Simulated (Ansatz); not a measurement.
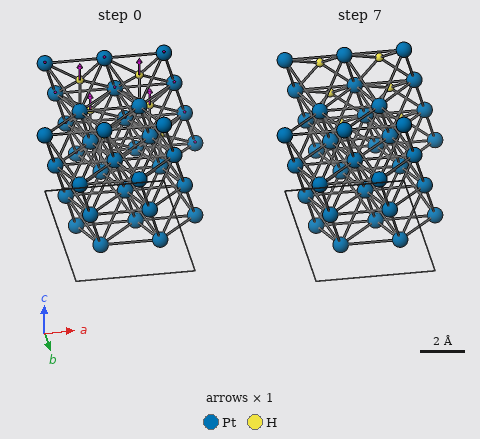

The structure of a slab of composition HPt$_{4}$ (cut from the Fm-3m phase) before (left) and after (right) a constrained relaxation, at one scale. The purple arrows give the displacements, at their true length.

The picture is a ball-and-stick view of the 2 × 3 repeat of the cell, outlined in the plane, without the vacuum, seen from a free direction.

Case: H put over a Pt atom of a lower plane. The slab is the (1 0 0) face of Pt with H on it. 2 atoms are held fixed.

Theory: DFT PBEsol, scalar-relativistic, plane waves, PAW in Ansatz 0.2.0.

Input
```yaml
crystal:
  lattice:
    - [2.7704872841, 0.0, 0.0]
    - [0.0, 2.7704872841, 0.0]
    - [0.0, 0.0, 24.8770910374]
  atoms:
    - { symbol: Pt, position: [0.5, 0.5, 0.3416798205] }
    - { symbol: Pt, position: [0.0, 0.0, 0.4204281896] }
    - { symbol: Pt, position: [0.5, 0.5, 0.4982057973] }
    - { symbol: Pt, position: [0.0, 0.0, 0.5745140848] }
    - { symbol: H, position: [0.5, 0.5, 0.5656706071] }
basis:
  ecutwfc: 420
kpoints:
  mp_grid: { grid: [10, 10, 1] }
hamiltonian:
  xc: pbesol
scf:
  occupations: { method: gaussian, width: 0.1 }
output:
  forces: true
  eigenvalues: true
  write_density: true
  write_potential: true
  elf: true
  volumetric_format: npy
relax:
  adjacent_minimum: "off"
  f_tol: 0.03
  max_steps: 70
  constraints: [{ sites: [0, 1] }]
efield:
  axis: 3
  dipole_correction: true
  ramp_width: 0.04
```

Command:
```bash
ansatz run input.yaml --threads 2 --pin off --max-ram 5120MiB --backend cpu --events-out ev --progress --plain --runs-dir out
```

Question: What changed between the two?

Answer: Over 6 accepted moves (7 points after the start) the energy falls by 0.647 eV per cell of the calculation. The largest force component goes from 2.5 to 0.016 eV/Å. 1 step only repeated the SCF at the same geometry. The atom that moves furthest is H5 (0.91 Å along the normal (+c)). Largest moves by element: H 0.91 Å, Pt 0.16 Å. The cell stays as it was. Near-neighbour distances that change, for instance: Pt3–H5 1.678 → 2.572 Å, Pt3–Pt4 2.728 → 2.832 Å, Pt4–H5 1.971 → 2.029 Å, Pt2–Pt3 2.753 → 2.764 Å. Bonds break, among them: Pt3–H5 (1.68 → 2.57 Å). Among the angles between lasting bonds that change: Pt4–H5–Pt4 167.2° → 149.9°, Pt4–H5–Pt4 89.3° → 86.1°.

Limits of the set-up: the periodic images lie only 2.8 Å apart, so the values are limited by the cell's size.
